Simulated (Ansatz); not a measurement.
# Single-point calculation of MnSi (part 2 of 2)

The same run, continued: MnSi (P2₁3, 8 atoms in the cell); DFT PBE, spin-orbit coupling, plane waves, PAW (Ansatz 0.2.0); cutoff 420 eV, 8×8×8 k-mesh, Gaussian smearing of 0.05 eV. The structure derives from an entry of the Crystallography Open Database.

Geometry of the input (Å; fractional positions):
```
4.5182  0.0000  0.0000
0.0000  4.5182  0.0000
0.0000  0.0000  4.5182
Mn 0.1364  0.1364  0.1364
Mn 0.3636  0.8636  0.6364
Mn 0.6364  0.3636  0.8636
Mn 0.8636  0.6364  0.3636
Si 0.8452  0.8452  0.8452
Si 0.6548  0.1548  0.3452
Si 0.3452  0.6548  0.1548
Si 0.1548  0.3452  0.6548
```

```
SCF converged after 30 iterations
Magnetization: |M| = 3.9672 μB,  M = (+2.8052, +2.8052, +0.0000) μB
Absolute magnetization: 4.5803 μB (∫|m|, with the PAW one-centre terms)
  site 0: m = (+0.7063, +0.7060, +0.0014) μB, |m| = 0.9986 μB  (R = 0.94 Å)
  site 1: m = (+0.7063, +0.7060, -0.0014) μB, |m| = 0.9986 μB  (R = 0.94 Å)
  site 2: m = (+0.7061, +0.7063, -0.0003) μB, |m| = 0.9987 μB  (R = 0.94 Å)
  site 3: m = (+0.7061, +0.7063, +0.0003) μB, |m| = 0.9987 μB  (R = 0.94 Å)
  site 4: m = (-0.0272, -0.0273, +0.0000) μB, |m| = 0.0385 μB  (R = 0.94 Å)
  site 5: m = (-0.0272, -0.0273, -0.0000) μB, |m| = 0.0385 μB  (R = 0.94 Å)
  site 6: m = (-0.0273, -0.0272, -0.0000) μB, |m| = 0.0385 μB  (R = 0.94 Å)
  site 7: m = (-0.0273, -0.0272, +0.0000) μB, |m| = 0.0385 μB  (R = 0.94 Å)
Free energy (F): -18142.932284 eV
Harris-Foulkes:  -18142.932284 eV  (|F-HF|=2.18e-11)
Internal energy: -18142.928976 eV  (E = F + TS)
E sigma→0 (E₀):  -18142.930630 eV
Entropy (-TS):   -0.003307 eV (-0.413 meV/atom)
Fermi energy:    16.067236 eV
--- Per-component energies (eV) ---
  E_band       = -718.580224
  E_kinetic    = 1419.947898
  E_local      = -8537.377040  (includes V_loc(G=0)·N_el)
  E_nonlocal   = 1051.658641
  E_hartree    = 3667.912105
  E_xc         = -692.357744
  E_vxc        = -792.029237  (∫ρ·V_xc dr)
  E_paw        = -7245.767286  (= ΣΔE_a)
  E_vpaw       = -1196.605184  (= ΣTr[D̂ρ^β])
  E_aug_tail   = -0.000012  (compensation charges beyond the density's cutoff)
  E_ewald      = -7806.945538
  E_smearing   = -0.003307  (= −TS)
  E_closure    = 0.000000  (closes the sum)
  Σ components = -18142.932284   (vs F -18142.932284, Δ=0.00e0)
--- Forces (eV/Å), atoms counted from 1 ---
  atom   1  Mn     0.00027268     0.00053115     0.00021777
  atom   2  Mn    -0.00027268    -0.00053115     0.00021777
  atom   3  Mn     0.00052943    -0.00013720    -0.00041597
  atom   4  Mn    -0.00052943     0.00013720    -0.00041597
  atom   5  Si    -0.00097706    -0.00089527    -0.00089484
  atom   6  Si     0.00097706     0.00089527    -0.00089484
  atom   7  Si    -0.00098937     0.00116139     0.00109282
  atom   8  Si     0.00098937    -0.00116139     0.00109282
  max |Σ_I F_I| component: 4.37e-7 eV/Å
--- Stress (GPa, compression-positive) ---
        0.008350      -0.000003       0.000000
       -0.000003       0.009095       0.000000
        0.000000       0.000000       0.007158
  P = ⅓ Tr σ = 0.0082 GPa (0.082 kbar)
--- Band table (eV; the first three rows and the last of 320) ---
  k-point 0: bands = ["-63.4419", "-63.4155", "-63.4153", "-63.4151", "-62.3033", "-62.2756", "-62.2755", "-62.2754", "-32.8980", "-32.8645", "-32.8357", "-32.7818", "-32.6150", "-32.5992", "-32.5153", "-32.4900", "-31.8423", "-31.7991", "-31.7864", "-31.7318", "-31.2641", "-31.2348", "-31.1961", "-31.1456", "-30.9728", "-30.9454", "-30.8415", "-30.7886", "-30.7199", "-30.6829", "-30.6429", "-30.5742", "3.1682", "3.1723", "8.2277", "8.2308", "8.2343", "8.3056", "8.3094", "8.3129", "11.1466", "11.1499", "11.1533", "11.3131", "11.3165", "11.3198", "12.5044", "12.5110", "12.5177", "12.9142", "12.9192", "12.9239", "13.0405", "13.3327", "13.3328", "13.5968", "13.5997", "13.6025", "13.6515", "13.6871", "13.6873", "14.1343", "14.1386", "14.1436", "14.1558", "14.1572", "14.1581", "14.6455", "14.6464", "14.6474", "15.6760", "15.6906", "15.7051", "15.7557", "15.7567", "16.7341", "16.7441", "16.7531", "16.8364", "16.8479", "16.8605", "17.0790", "17.0797", "17.6333", "17.6452", "17.6569", "19.0547", "19.0654", "19.0767", "19.5453", "19.5590", "19.5722"]
  k-point 1: bands = ["-63.4411", "-63.4184", "-63.4150", "-63.4132", "-62.3025", "-62.2787", "-62.2753", "-62.2734", "-32.8969", "-32.8659", "-32.8338", "-32.7840", "-32.6142", "-32.5996", "-32.5144", "-32.4910", "-31.8403", "-31.8001", "-31.7851", "-31.7342", "-31.2630", "-31.2362", "-31.1941", "-31.1477", "-30.9719", "-30.9467", "-30.8398", "-30.7918", "-30.7170", "-30.6837", "-30.6403", "-30.5768", "3.2814", "3.2857", "7.5308", "7.5722", "8.2928", "8.3761", "8.7675", "8.8744", "10.6807", "10.8506", "11.2228", "11.3877", "11.6448", "11.8848", "11.9632", "12.2495", "12.2820", "12.6146", "13.0191", "13.1014", "13.3277", "13.4284", "13.5152", "13.5807", "13.5981", "13.6176", "13.6514", "13.7190", "13.9011", "13.9961", "14.1233", "14.1347", "14.2084", "14.2191", "14.3414", "14.5101", "14.6202", "14.8940", "15.5252", "15.5441", "15.7270", "15.7594", "15.9240", "16.5697", "16.6382", "16.6544", "16.8083", "16.8814", "17.0348", "17.0678", "17.1375", "17.4356", "17.5864", "17.8729", "18.6540", "18.8819", "19.1428", "19.2837", "19.3092", "19.3993"]
  k-point 2: bands = ["-63.4389", "-63.4223", "-63.4144", "-63.4122", "-62.3001", "-62.2828", "-62.2746", "-62.2723", "-32.8936", "-32.8699", "-32.8285", "-32.7903", "-32.6121", "-32.6009", "-32.5118", "-32.4940", "-31.8347", "-31.8036", "-31.7803", "-31.7408", "-31.2600", "-31.2399", "-31.1885", "-31.1534", "-30.9694", "-30.9503", "-30.8351", "-30.7996", "-30.7100", "-30.6860", "-30.6328", "-30.5841", "3.6164", "3.6213", "6.6675", "6.6806", "8.4731", "8.5729", "9.1932", "9.3249", "10.3525", "10.5469", "11.3654", "11.5208", "11.5364", "11.6888", "11.8875", "12.1025", "12.1451", "12.5286", "12.7992", "13.2146", "13.3915", "13.4852", "13.5594", "13.5820", "13.6830", "13.7001", "13.8174", "13.8465", "14.0623", "14.0848", "14.1439", "14.1578", "14.2338", "14.3781", "14.4518", "14.5059", "14.7485", "15.0766", "15.2370", "15.4413", "15.6385", "15.7783", "16.0555", "16.2082", "16.4603", "16.6014", "16.6953", "16.9197", "16.9555", "17.0412", "17.2817", "17.4286", "17.5864", "18.1426", "18.3555", "18.5573", "18.7513", "19.0876", "19.1021", "19.1351"]
  k-point 319: bands = ["-63.4305", "-63.4305", "-63.4133", "-63.4133", "-62.2914", "-62.2914", "-62.2734", "-62.2734", "-32.8818", "-32.8818", "-32.8110", "-32.8110", "-32.6036", "-32.6036", "-32.5055", "-32.5055", "-31.8177", "-31.8177", "-31.7618", "-31.7618", "-31.2491", "-31.2491", "-31.1718", "-31.1718", "-30.9601", "-30.9601", "-30.8211", "-30.8211", "-30.6960", "-30.6960", "-30.6065", "-30.6065", "5.0808", "5.0808", "5.0868", "5.0868", "8.7149", "8.7149", "8.8159", "8.8159", "10.4685", "10.4685", "10.6193", "10.6193", "11.8434", "11.8434", "12.0408", "12.0408", "12.5495", "12.5495", "13.0203", "13.0203", "13.3102", "13.3102", "13.6782", "13.6782", "13.7782", "13.7782", "13.8320", "13.8320", "14.1094", "14.1094", "14.1998", "14.1998", "14.3898", "14.3898", "14.8349", "14.8349", "14.9392", "14.9392", "15.3350", "15.3350", "15.7090", "15.7090", "15.8177", "15.8177", "16.4354", "16.4354", "16.4926", "16.4926", "16.8922", "16.8922", "17.1741", "17.1741", "18.0493", "18.0493", "18.4451", "18.4451", "18.6357", "18.6357", "19.1279", "19.1279"]
--- Löwdin populations: 8 sites ---
  site symbol       q [e]
     0     Mn     14.6788
     1     Mn     14.6788
     2     Mn     14.6787
     3     Mn     14.6787
     4     Si      4.0847
     5     Si      4.0847
     6     Si      4.0847
     7     Si      4.0847
  spilling = 0.012453 (of n_electrons = 76.000000)
--- Occupation matrices: 4 shells (Löwdin-built; ε = 2.00e-2, provisional) ---
  Mn0 d_3D: site group C3 (3)
  Mn0 d_3D spinor Tr n = 6.2219  λ = 0.433 0.446 0.530 0.531 0.591 0.593 0.626 0.809 0.829 0.833  [2× x2-y2 0.43 E1/2(0.50) | 2× xy 0.28 E1/2(0.50) | 2× yz 0.24 E1/2(0.50) | xy 0.33 E1/2(1.00) | xz 0.33 E1/2(1.00) | 2× x2-y2 0.36 A3/2(0.51)]
  Mn1 d_3D: site group C3 (3)
  Mn1 d_3D spinor Tr n = 6.2219  λ = 0.433 0.446 0.530 0.531 0.591 0.593 0.626 0.809 0.829 0.833  [2× x2-y2 0.43 E1/2(0.50) | 2× xy 0.28 E1/2(0.50) | 2× yz 0.24 E1/2(0.50) | xy 0.33 E1/2(1.00) | xz 0.33 E1/2(1.00) | 2× x2-y2 0.36 A3/2(0.51)]
  Mn2 d_3D: site group C3 (3)
  Mn2 d_3D spinor Tr n = 6.2219  λ = 0.439 0.439 0.530 0.530 0.592 0.593 0.626 0.809 0.831 0.831  [2× z2 0.42 E1/2(0.51) | 2× xy 0.29 E1/2(0.51) | 2× xy 0.24 E1/2(0.51) | yz 0.33 E1/2(0.99) | xy 0.33 E1/2(1.00) | 2× x2-y2 0.36 A3/2(0.52)]
  Mn3 d_3D: site group C3 (3)
  Mn3 d_3D spinor Tr n = 6.2219  λ = 0.439 0.439 0.530 0.530 0.592 0.593 0.626 0.809 0.831 0.831  [2× z2 0.42 E1/2(0.51) | 2× xy 0.29 E1/2(0.51) | 2× xy 0.24 E1/2(0.51) | yz 0.33 E1/2(0.99) | xy 0.33 E1/2(1.00) | 2× x2-y2 0.36 A3/2(0.52)]
  Tr n, λ and their labels are of the run-group-symmetrised matrices; stabiliser: 2 of 24 elements of G0×{1,Θ} (closed), max defect 7.3e-16 at τ = 4.2e-3
```

## File populations.tsv
```
# site	symbol	l	j	q
# orbitals = lowdin
# n_electrons = 76.000000
# spilling = 0.012453
0	Mn	0_3S	0.5	1.996070
0	Mn	0_4S	0.5	0.469734
0	Mn	1_3P	0.5	1.997140
0	Mn	1_3P	1.5	3.993884
0	Mn	2_3D	1.5	2.532175
0	Mn	2_3D	2.5	3.689766
1	Mn	0_3S	0.5	1.996070
1	Mn	0_4S	0.5	0.469734
1	Mn	1_3P	0.5	1.997140
1	Mn	1_3P	1.5	3.993884
1	Mn	2_3D	1.5	2.532175
1	Mn	2_3D	2.5	3.689766
2	Mn	0_3S	0.5	1.996070
2	Mn	0_4S	0.5	0.469739
2	Mn	1_3P	0.5	1.997140
2	Mn	1_3P	1.5	3.993884
2	Mn	2_3D	1.5	2.532969
2	Mn	2_3D	2.5	3.688903
3	Mn	0_3S	0.5	1.996070
3	Mn	0_4S	0.5	0.469739
3	Mn	1_3P	0.5	1.997140
3	Mn	1_3P	1.5	3.993884
3	Mn	2_3D	1.5	2.532969
3	Mn	2_3D	2.5	3.688903
4	Si	0_3S	0.5	1.260723
4	Si	1_3P	0.5	0.945397
4	Si	1_3P	1.5	1.878541
5	Si	0_3S	0.5	1.260723
5	Si	1_3P	0.5	0.945397
5	Si	1_3P	1.5	1.878541
6	Si	0_3S	0.5	1.260722
6	Si	1_3P	0.5	0.945480
6	Si	1_3P	1.5	1.878454
7	Si	0_3S	0.5	1.260722
7	Si	1_3P	0.5	0.945480
7	Si	1_3P	1.5	1.878454
```

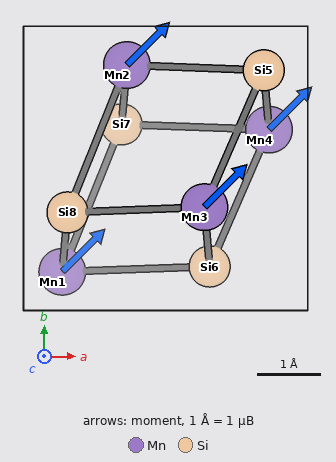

Fig. 1: Magnetic moments of the sites as blue arrows (ball-and-stick view of the cell of the calculation, along the c axis; atoms are numbered from 1 in the order of the input); small moments hardly show. Site moments: all 4 Mn atoms (0.98 μB). They are counted near the atoms and needn't add up to the moment of the cell.

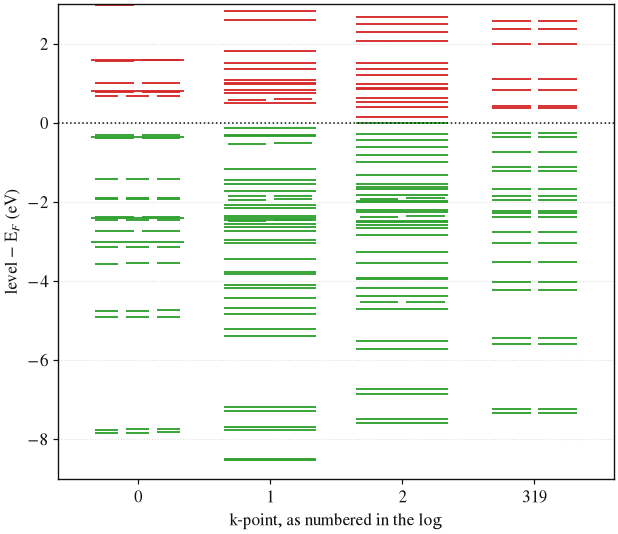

Fig. 2: Kohn–Sham levels near the Fermi level (dotted) at the few k-points that the log prints; levels within 0.02 eV of each other stand side by side. The system is metallic on the full mesh.

## Results in brief

```tsv
quantity	value
outcome	converged
space group (tolerance 0.01 Å)	P2₁3 (198)
electrons treated	76
free energy	−18142.9323 eV
Fermi energy	16.067 eV
gap on the k-point mesh	none (metallic)
net moment of the cell	3.97 μB
integrated absolute moment	4.58 μB
pressure	0.01 GPa
largest force (length of the vector)	0.002 eV/Å
wall time	6.1 min (CPU time 24 min)
peak memory	4.2 GiB
```
